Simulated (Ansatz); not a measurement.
## Single-point calculation, with input and output: Ti

The run: single-point calculation of Ti (Fm-3m, 1 atom in the cell). Method and program: DFT r2SCAN, scalar-relativistic, plane waves, PAW, no spin polarisation (Ansatz 0.2.0).

The structure derives from an entry of the Crystallography Open Database. Figures and captions count atoms from 1; the log counts them from 0 in places.

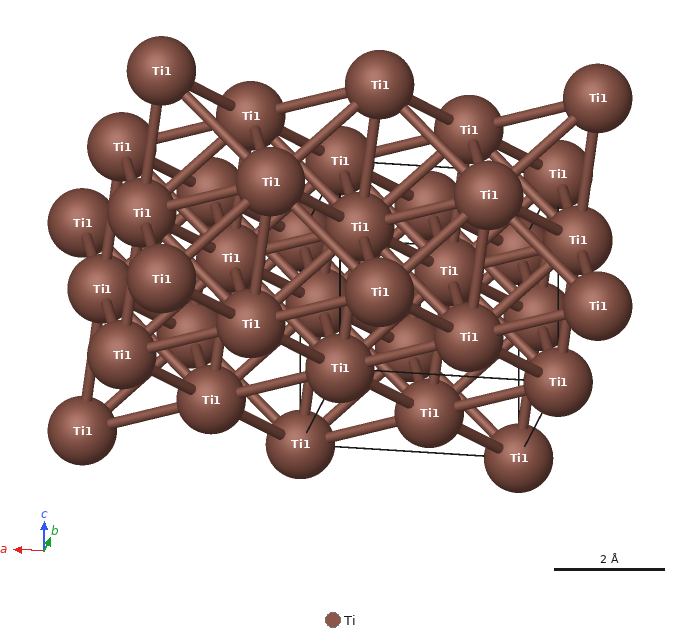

Figure 1. The input geometry (ball-and-stick view of the cell 4 times as large as that of the calculation, set on its symmetry axes, repeated 2 × 2 × 1, seen at an oblique angle; atoms are numbered from 1 in the order of the input). An atom can appear more than once, as a periodic image. Near neighbours in the periodic cell (some may lie outside the picture): Ti has 12 Ti at 2.87 Å.

## Key numbers

- outcome: converged
- space group (tolerance 0.01 Å): Fm-3m (225)
- electrons treated: 12
- free energy: −2504.2911 eV
- Fermi energy: 13.901 eV
- gap on the k-point mesh: none (metallic)
- pressure: 4.55 GPa
- largest force (length of the vector): under 0.001 eV/Å
- hardware: 2 threads of Intel Xeon (Granite Rapids), 32 GiB of memory available, shared host
- peak memory: 0.39 GiB

## Input file
```yaml
crystal:
  lattice:
    - [0.0, 2.03, 2.03]
    - [2.03, 0.0, 2.03]
    - [2.03, 2.03, 0.0]
  atoms:
    - { symbol: Ti, position: [0.0, 0.0, 0.0] }
basis:
  ecutwfc: 500
kpoints:
  mp_grid: { grid: [8, 8, 8] }
hamiltonian:
  xc: r2scan
scf:
  occupations: { method: gaussian, width: 0.1 }
output:
  forces: true
  stress: true
  eigenvalues: true
```

Command:
```bash
ansatz run input.yaml --threads 2 --pin off --max-ram 5120MiB --backend cpu --events-out ev --progress --plain --runs-dir out
```

## Output
```
Engine: ansatz 0.2.0, x86_64-unknown-linux-gnu
Pseudopotentials: kind: paw
Pseudopotential: Ti, paw, valence charge 12, recommended cutoff 500 eV (meta_gga), Ti.paw.azcp
Functional definition: r2SCAN
  parameter k0 = 0.174
  parameter k1 = 0.065
  parameter a1 = 4.9479
  exchange = r2scan_x(k0 = k0, k1 = k1, a1 = a1)
  correlation = r2scan_c
Crystal: 1 atoms, lattice volume = 16.731 Å³
Basis set: ecut = 500 eV, 411 PW (Γ), exchange–correlation on 96×96×96 points (64 copies of the dense FFT grid, shifted against one another)
Bands: 10, of which v1, the nominal top of the filled ones, is band 6 counted from 1 (5 counted from 0)
Symmetry: 48 space group operations
Space group: Fm-3m (ITA 225), of the structure as read, at distance tolerance 2.6e-5 Å
k-points: 29 of 512
Non-local potential: Ti, projectors of the file, l = 0: 3, l = 1: 2, l = 2: 3, l = 3: 1
PAW form: soft (Blöchl's): semilocal exchange-correlation on the pseudo side does not see the compensation charge
PAW frozen core: Ti, regenerated for the run's functional (the file was generated under x = pbe(κ = 0.804, μ = 0.2195149727645171), c = pbe(β = 0.06672455060314922))
PAW one-centre angular grid: Ti, 590 points (default); XC on 160 Gauss nodes
Initial density: superposition of atomic densities (neutral atoms: chi_scale 0, normalization atom), corrected by the library's trained network
Initial wavefunctions: pseudopotential atomic-orbital guess
Functional: x = r2scan, c = r2scan; τ floored in thin density (d = 2e-4 eV/Å³)
SCF iter   1: F=—  HF=-2504.268840 eV  |F-HF|=—  |Δ(HF+E_count)|=         —  Δρ=1.57e-2  dr2=3.85e-2  dr2_τ=9.04e-3  ethr=1.77e-3  ⟨swp⟩=4.4  Hψ=1585  notcnv=0
preconditioner: auto → none  [metal: Δε(μ)=0.053 eV  Ē_g=4.677 eV  σ=0.100 eV  W_gap=0.29  n_scr=0 (ndim 8)  ℏωp=18.2 eV  f_vac=0.000  D(μ)=1.22/eV (n_scr^D=14)]
SCF iter   2: F=—  HF=-2504.290905 eV  |F-HF|=—  |Δ(HF+E_count)|=   2.21e-2  Δρ=4.79e-3  dr2=2.31e-3  dr2_τ=8.15e-4  ethr=3.21e-4  ⟨swp⟩=2.8  Hψ=785  notcnv=0  defer=2
SCF iter   3: F=—  HF=-2504.290659 eV  |F-HF|=—  |Δ(HF+E_count)|=   2.46e-4  Δρ=1.84e-3  dr2=2.31e-4  dr2_τ=7.05e-5  ethr=1.93e-5  ⟨swp⟩=3.0  Hψ=568  notcnv=0  defer=2
SCF iter   4: F=—  HF=-2504.291107 eV  |F-HF|=—  |Δ(HF+E_count)|=   4.49e-4  Δρ=6.37e-5  dr2=4.29e-7  dr2_τ=4.33e-7  ethr=1.93e-6  ⟨swp⟩=2.0  Hψ=431  notcnv=0  defer=2
SCF iter   5: F=—  HF=-2504.291112 eV  |F-HF|=—  |Δ(HF+E_count)|=   4.61e-6  Δρ=2.51e-5  dr2=6.42e-8  dr2_τ=7.17e-9  ethr=3.57e-9  ⟨swp⟩=2.0  Hψ=465  notcnv=0  defer=2
SCF iter   6: F=-2504.291112 eV  HF=-2504.291112 eV  |F-HF|=1.41e-9  |Δ(HF+E_count)|=   6.77e-8  Δρ=2.66e-6  dr2=2.61e-10  dr2_τ=1.15e-10  ethr=5.35e-10  ⟨swp⟩=2.3  Hψ=1057  notcnv=0
SCF 1 converged in 6 iterations: F = -2504.291112 eV  dr2 = 2.61e-10
  greatest PAW one-centre occupation: 1.000 electrons in one spin orbital (limit 2), on the Ti atom at site 0 (counted from 0), in its partial waves of l = 1
```

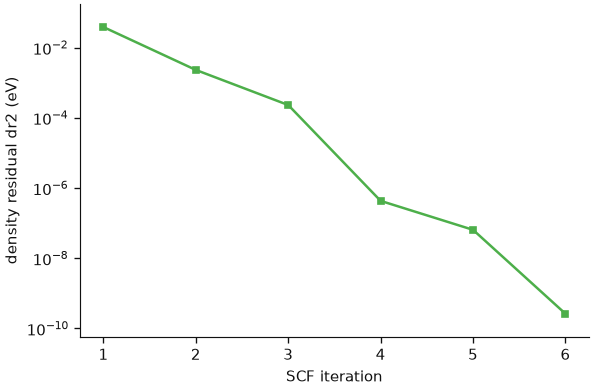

Figure 2. Convergence of the self-consistent field: density residual dr2 against the SCF iteration. The residual falls at every step.

```
SCF converged after 6 iterations
Free energy (F): -2504.291112 eV
Harris-Foulkes:  -2504.291112 eV  (|F-HF|=1.41e-9)
Internal energy: -2504.284724 eV  (E = F + TS)
E sigma→0 (E₀):  -2504.287918 eV
Entropy (-TS):   -0.006388 eV (-6.388 meV/atom)
Fermi energy:    13.901227 eV
--- Per-component energies (eV) ---
  E_band       = -162.960525
  E_kinetic    = 273.456710
  E_local      = -788.681183  (includes V_loc(G=0)·N_el)
  E_nonlocal   = 7.378064
  E_hartree    = 324.596777
  E_xc         = -93.106558
  E_vxc        = -133.138495  (∫ρ·V_xc dr)
  E_paw        = -1056.870234  (= ΣΔE_a)
  E_vpaw       = -180.343466  (= ΣTr[D̂ρ^β])
  E_aug_tail   = 0.000075  (compensation charges beyond the density's cutoff)
  E_vtau       = 9.174177  (kinetic-family band-sum trace: ∫τ·v_τ [+ j·A + Jᵃ·Aᵃ] dr)
  E_ewald      = -1170.804918
  E_core_change = -0.253457  (= ΣΔE_core)
  E_smearing   = -0.006388  (= −TS)
  E_closure    = -0.000000  (closes the sum)
  Σ components = -2504.291112   (vs F -2504.291112, Δ=0.00e0)
--- Forces (eV/Å), atoms counted from 1 ---
  atom   1  Ti    -0.00000000     0.00000000     0.00000000
  max |Σ_I F_I| component: 2.88e-32 eV/Å
--- Stress (GPa, compression-positive) ---
        4.549064       0.000000       0.000000
        0.000000       4.549064      -0.000000
        0.000000      -0.000000       4.549064
  P = ⅓ Tr σ = 4.5491 GPa (45.491 kbar)
--- Band table (eV; the first three rows and the last of 29) ---
  k-point 0: bands = ["-45.1650", "-19.9126", "-19.9126", "-19.9126", "7.2710", "14.8606", "14.8606", "14.8606", "16.7450", "16.7450"]
  k-point 1: bands = ["-45.1434", "-20.0317", "-19.9271", "-19.9271", "7.8071", "14.5294", "15.0349", "15.0349", "16.6401", "16.6401"]
  k-point 2: bands = ["-45.0909", "-20.3131", "-19.9621", "-19.9621", "9.2006", "13.9325", "15.1613", "15.1613", "16.7820", "16.7820"]
  k-point 28: bands = ["-44.9672", "-20.4166", "-20.4166", "-20.1967", "12.1891", "13.4094", "13.4094", "16.3072", "18.0869", "22.9080"]
```
